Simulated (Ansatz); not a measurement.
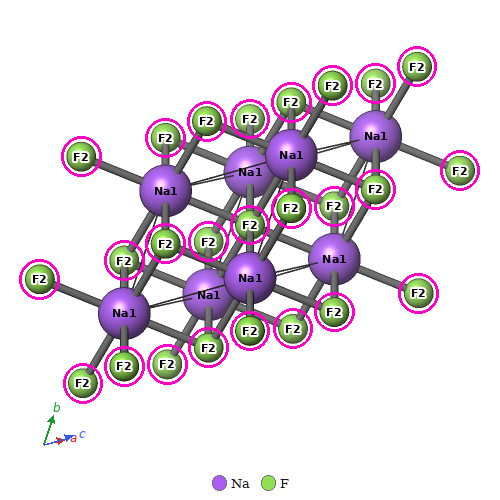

The system is NaF (Fm-3m, No. 225; 2 atoms in the cell); the picture shows the reference structure. Atom F2 is moved over a plane while all other atoms and the cell stay fixed (its periodic images move with it) (x, y and z along the cube axes). The first coordinate is: shift of F2 along the Cartesian direction [1 1 0]; the second: shift of F2 along z. The scan uses a 5 × 5 grid; 9 points were computed and 16 follow by symmetry. Points are written as (first, second). Energies: meV per cell, counted from the lowest grid point. The reference cell is the one listed in the database, not relaxed at this level. The k-mesh is coarse, so small energy differences aren't converged. Theory: DFT LDA, scalar-relativistic, plane waves, PAW in Ansatz 0.2.0. Settings: cutoff 420 eV, k-mesh 4×4×4 (coarse), gaussian smearing 0.05 eV, no spin polarisation.

Its coordinates:

```
CELL_PARAMETERS angstrom
0.00000 2.32330 2.32330
2.32330 0.00000 2.32330
2.32330 2.32330 0.00000
ATOMIC_POSITIONS crystal
Na 0.00000 0.00000 0.00000
F 0.50000 0.50000 0.50000
```

Range: shift of F2 along the Cartesian direction [1 1 0] from −0.2 to 0.2 Å; shift of F2 along z from −0.2 to 0.2 Å.

> What will the energy surface look like?

The lowest grid point is at (0.0 Å, 0.0 Å). The highest grid point, (−0.2 Å, −0.2 Å), lies 73 meV above the lowest.

```
second ↓, first →  −0.2  −0.1  0.0  0.1  0.2
              0.2    73    49   41   49   73
              0.1    45    18    9   18   45
              0.0    37     9    0    9   37
             −0.1    45    18    9   18   45
             −0.2    73    49   41   49   73
```

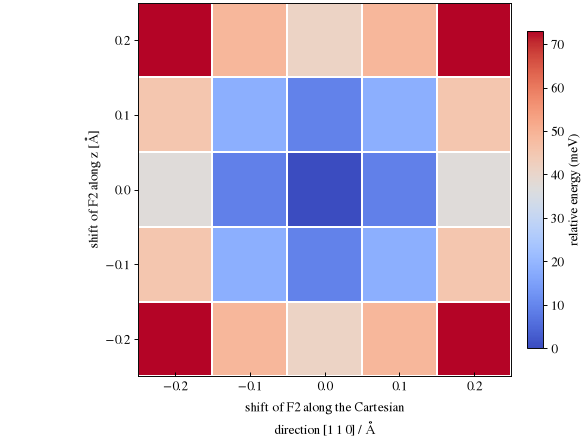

In the figure: one coloured cell a grid point.
